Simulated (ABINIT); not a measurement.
# ZnS (F-43m): least direct gap against volume

The cell of ZnS (F-43m) is scaled evenly and the response computed anew at each volume, on one mesh.

Cell: a, b, c = 3.821, 3.821, 3.821 Å (primitive vectors), 2 atoms.

Method: ABINIT 10.8.3, LDA, independent particles, k-mesh 11×11×11, Lorentzian half width 0.04 eV.

Launch of the response step: `optic optic.abi`. The series took 12.8 min in all, its band step included, on 4 threads of AMD EPYC (Zen 3) (shared host).

```tsv
V/V₀	V (Å³, primitive cell)	least direct gap (eV)
0.94	37.09	2.132
0.97	38.27	1.992
1.00	39.45	1.858
1.03	40.64	1.730
1.06	41.82	?
```

For small changes the quantity should be close to linear in ln V.

Working, on the rows shown:

| x = ln(V/V₀) | y = least direct gap |
| --- | --- |
| -0.0618754 | 2.132 |
| -0.0304592 | 1.992 |
| 0 | 1.858 |
| 0.0295588 | 1.73 |

Means: x̄ = -0.015694, ȳ = 1.928. Σ(x − x̄)(y − ȳ) = -0.02042, Σ(x − x̄)² = 0.004645. Slope = -0.02042 / 0.004645 = -4.397; intercept = ȳ − slope · x̄ = 1.859. The line misses the rows shown by at most 0.00099 eV.

Question: What does the fit predict for the withheld row, and how well does it do?

Answer: At x = 0.058269 the line gives y = 1.6028 eV. The run gave 1.608 eV, so the extrapolation is off by 0.0052 eV, 1.0 % of the range in the table.

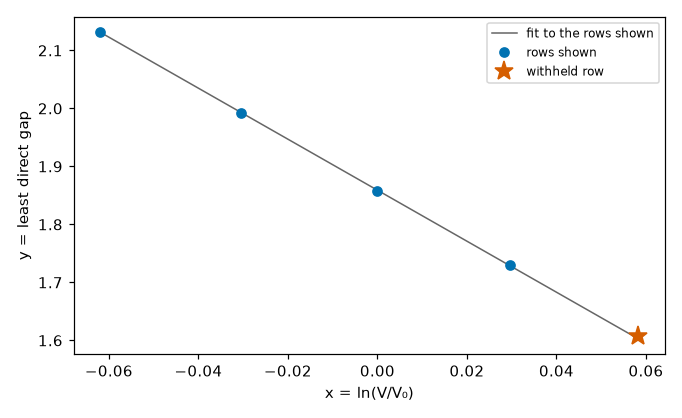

Between the rows on either side of x = 0 the slope is (1.73 − 1.992) / (0.029559 − (-0.030459)) = -4.365. That is a volume deformation potential of -4.4 eV: the least direct gap on this mesh widens by 44 meV for each per cent of compression. The cell comes from an older database entry, whose edges can be off by a per cent or so. LDA gaps are as a rule too small.

[Logs are printed without paths, hosts, clocks, repeated set-up lines and the standing remarks that a program may print on its own settings, such as how far it seeks lower states.]
